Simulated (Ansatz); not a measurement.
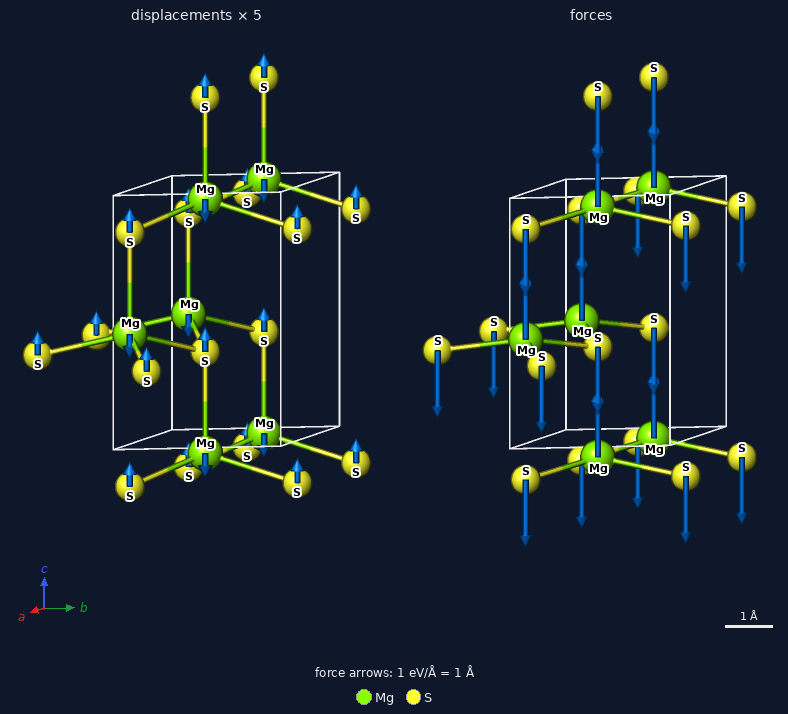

Left: a symmetric starting cell of MgS (made from another compound by putting S in place of O), with blue arrows for the displacements applied to it (without the part that the change of the cell carries along). Right: the displaced structure with the computed forces. Besides, the cell is strained by −1.4 % along c and −4.4 % across it (volume −9.9 %). A ball-and-stick model of the cell of the calculation, repeated 2 × 1 × 1 with one cell outlined, seen slightly off an axis.

The calculation used DFT PBE, scalar-relativistic, plane waves, PAW in Ansatz 0.2.0. (plane-wave cutoff 420 eV; k-point mesh 9 × 9 × 4; occupations gaussian; smearing width 0.02 eV; no spin polarisation)

How do the forces relate to the distortion?

Atoms are displaced by 0.11 Å relative to the cell. No relaxation follows. The starting cell wasn't computed here and needn't be at equilibrium, so pressure and forces aren't due to the change alone. Some distances before and after: Mg–S 2.220 → 2.409 Å, Mg–S 2.196 → 2.058 Å. The space group stays P6_3mc (No. 186). The pressure is 63.2 GPa (not all of it need come from the change, since the unchanged cell can be under pressure at this level too). The principal stresses (compression positive) are 24.6 GPa along c and 82.5 GPa across it. The largest forces, 1.5 eV/Å, act on Mg and S. The forces point straight back along the displacements (cosine −1.00).
